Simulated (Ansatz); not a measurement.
Si (cell with a defect)

Input

```
crystal:
  lattice:
    - [10.86, 0.0, 0.0]
    - [0.0, 10.86, 0.0]
    - [0.0, 0.0, 10.86]
  atoms:
    - { symbol: Si, position: [0.5, 0.0, 0.0] }
    - { symbol: Si, position: [0.625, 0.125, 0.125] }
    - { symbol: Si, position: [0.75, 0.25, 0.0] }
    - { symbol: Si, position: [0.875, 0.375, 0.125] }
    - { symbol: Si, position: [0.75, 0.0, 0.25] }
    - { symbol: Si, position: [0.875, 0.125, 0.375] }
    - { symbol: Si, position: [0.0, 0.0, 0.0] }
    - { symbol: Si, position: [0.125, 0.125, 0.125] }
    - { symbol: Si, position: [0.25, 0.25, 0.0] }
    - { symbol: Si, position: [0.375, 0.375, 0.125] }
    - { symbol: Si, position: [0.5, 0.5, 0.0] }
    - { symbol: Si, position: [0.625, 0.625, 0.125] }
    - { symbol: Si, position: [0.75, 0.75, 0.0] }
    - { symbol: Si, position: [0.875, 0.875, 0.125] }
    - { symbol: Si, position: [0.25, 0.0, 0.25] }
    - { symbol: Si, position: [0.5, 0.25, 0.25] }
    - { symbol: Si, position: [0.625, 0.375, 0.375] }
    - { symbol: Si, position: [0.75, 0.5, 0.25] }
    - { symbol: Si, position: [0.875, 0.625, 0.375] }
    - { symbol: Si, position: [0.375, 0.125, 0.375] }
    - { symbol: Si, position: [0.625, 0.125, 0.625] }
    - { symbol: Si, position: [0.75, 0.25, 0.5] }
    - { symbol: Si, position: [0.875, 0.375, 0.625] }
    - { symbol: Si, position: [0.75, 0.0, 0.75] }
    - { symbol: Si, position: [0.875, 0.125, 0.875] }
    - { symbol: Si, position: [0.0, 0.5, 0.0] }
    - { symbol: Si, position: [0.125, 0.625, 0.125] }
    - { symbol: Si, position: [0.25, 0.75, 0.0] }
    - { symbol: Si, position: [0.375, 0.875, 0.125] }
    - { symbol: Si, position: [0.0, 0.25, 0.25] }
    - { symbol: Si, position: [0.125, 0.375, 0.375] }
    - { symbol: Si, position: [0.25, 0.5, 0.25] }
    - { symbol: Si, position: [0.375, 0.625, 0.375] }
    - { symbol: Si, position: [0.5, 0.75, 0.25] }
    - { symbol: Si, position: [0.625, 0.875, 0.375] }
    - { symbol: Si, position: [0.0, 0.0, 0.5] }
    - { symbol: Si, position: [0.125, 0.125, 0.625] }
    - { symbol: Si, position: [0.25, 0.25, 0.5] }
    - { symbol: Si, position: [0.375, 0.375, 0.625] }
    - { symbol: Si, position: [0.5, 0.5, 0.5] }
    - { symbol: Si, position: [0.625, 0.625, 0.625] }
    - { symbol: Si, position: [0.75, 0.75, 0.5] }
    - { symbol: Si, position: [0.875, 0.875, 0.625] }
    - { symbol: Si, position: [0.25, 0.0, 0.75] }
    - { symbol: Si, position: [0.375, 0.125, 0.875] }
    - { symbol: Si, position: [0.5, 0.25, 0.75] }
    - { symbol: Si, position: [0.625, 0.375, 0.875] }
    - { symbol: Si, position: [0.75, 0.5, 0.75] }
    - { symbol: Si, position: [0.875, 0.625, 0.875] }
    - { symbol: Si, position: [0.0, 0.75, 0.25] }
    - { symbol: Si, position: [0.125, 0.875, 0.375] }
    - { symbol: Si, position: [0.0, 0.5, 0.5] }
    - { symbol: Si, position: [0.125, 0.625, 0.625] }
    - { symbol: Si, position: [0.25, 0.75, 0.5] }
    - { symbol: Si, position: [0.375, 0.875, 0.625] }
    - { symbol: Si, position: [0.0, 0.25, 0.75] }
    - { symbol: Si, position: [0.125, 0.375, 0.875] }
    - { symbol: Si, position: [0.25, 0.5, 0.75] }
    - { symbol: Si, position: [0.375, 0.625, 0.875] }
    - { symbol: Si, position: [0.5, 0.75, 0.75] }
    - { symbol: Si, position: [0.625, 0.875, 0.875] }
    - { symbol: Si, position: [0.0, 0.75, 0.75] }
    - { symbol: Si, position: [0.125, 0.875, 0.875] }
basis:
  ecutwfc: 420.0
kpoints:
  mp_grid: { grid: [1, 1, 1] }
hamiltonian:
  xc: lda
  pseudopotentials: { kind: paw, azcp: { folder: soft_1 } }
scf:
  occupations: { method: gaussian, width: 0.05 }
  lower_state_search: "off"
relax:
  f_tol: 0.03
  max_steps: 60
  adjacent_minimum: "off"
output:
  write_density: true
  write_potential: true
  elf: true
  volumetric_format: npy
```

Launched as:

```sh
ansatz run input.yaml --threads 4 --pin off --max-ram 10240MiB --backend cpu --events-out ev --progress --plain --runs-dir out
```

PAW files of the earlier set (soft_1).

Theory: Ansatz 0.2.0, DFT LDA, scalar-relativistic, plane waves, PAW.

What can the converged valence pseudo-density and electron localisation function tell about the bonding?

Si–Si (2.35 Å): the density is about 0.57 e/Å³ at the midpoint; the ELF peaks at about 0.95 between the atoms.

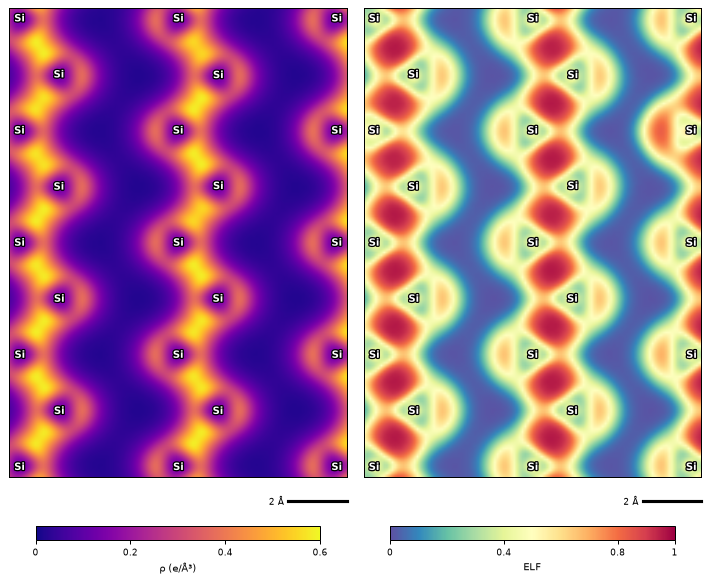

Computed valence pseudo-density and electron localisation function on the (101) plane of the calculation cell, in this order. 
